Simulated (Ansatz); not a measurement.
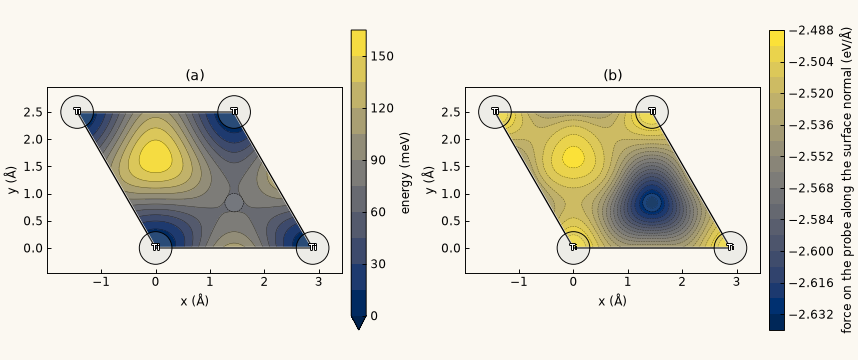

Si on a Ti(001) slab cut from the P6_3/mmc phase, its upper half relaxed before the scan (20 atoms of substrate and one adsorbate in a 2 × 2 cell). 
- Si is moved over the surface cell at a fixed height above a rigid substrate; the origin of the map has the adsorbate above Ti17; the height is held at 2.80 Å.
- Places are given modulo a cell vector. The map is drawn in real space over the plane of the surface.
- Grid: 6 × 6 points; 10 points were computed and 26 follow by symmetry.
- Places are given in fractions of the 1 × 1 surface cell.
- All energies are given in meV relative to the lowest grid point.
- The runs have no spin polarisation, so an open-shell adsorbate far from the surface lies too high. At a fixed height the lowest place need not be the adsorption site.
- These are results of Ansatz, DFT PBE+D3(BJ), scalar-relativistic, plane waves, PAW, not measurements. Settings: cutoff 420 eV, k-mesh 6×6×1, gaussian smearing 0.1 eV, no spin polarisation.

Panel (a) is the energy; panel (b) is the computed force on the probe along the surface normal, in eV/Å.

In the figure: filled contours, labelled circles for the atoms of the top layer and small ones for the second layer, the outline of one cell of the plane. Between grid points the surface is interpolated.

Q: How does the force on the probe along the surface normal vary over the map, and what is it at the lowest grid point?

A: It runs from −2.63 eV/Å at a threefold hollow over a second-layer Ti atom, (4/6, 2/6) of the cell vectors to −2.49 eV/Å at the top site over a surface Ti atom, (0/6, 0/6) of the cell vectors. At the lowest grid point, the top site over a surface Ti atom, (0/6, 0/6) of the cell vectors, it is −2.49 eV/Å.

PAW datasets: the set soft_1.
